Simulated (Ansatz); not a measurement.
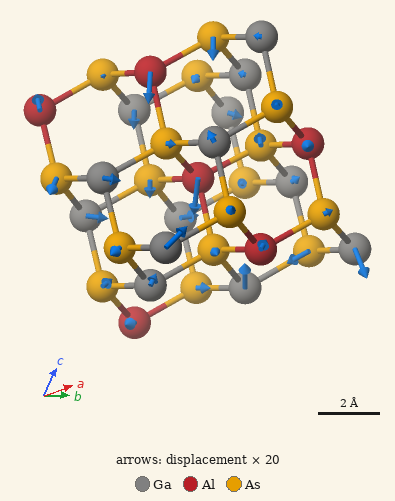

A relaxation of crystalline Ga₄₅Al₁₉As₆₄ (a generated structure, set up in P1). The starting structure is drawn; blue arrows show the displacements, magnified 20 times.

A ball-and-stick model of the atoms within 5.8 Å of the atom that moves most (axes of the cell of the calculation), seen from a free direction.

Method: DFT, PBEsol, PAW, plane waves in Ansatz 0.2.0. Settings: plane-wave cutoff 420 eV; k-point mesh 1 × 1 × 1; mesh shifted by (0.5, 0.5, 0.5); no spin polarisation; cell relaxed at fixed shape; force threshold 0.03 eV/Å; at most 80 steps.

> What happened in the run?

An Al atom moves most: 0.069 Å along [−1 2 −2]. By element the largest moves are Al 0.069 Å, As 0.068 Å, Ga 0.066 Å. The lattice vectors keep their values. Among the contacts that change: As–Ga 2.365 → 2.453 Å, Al–As 2.383 → 2.453 Å, As–Ga 2.503 → 2.452 Å, Al–As 2.407 → 2.456 Å. Bond angles that change, for instance: As–Al–As 111.8° → 109.2°, As–Al–As 107.5° → 109.7°. The space group stays P1 (No. 1). After 3 geometry steps the energy has fallen by 6.0 meV per atom. Largest force component: 0.83 eV/Å at the start, 0.019 eV/Å at the end. Pressure: 0.08 GPa at the start and 0.02 GPa at the end.
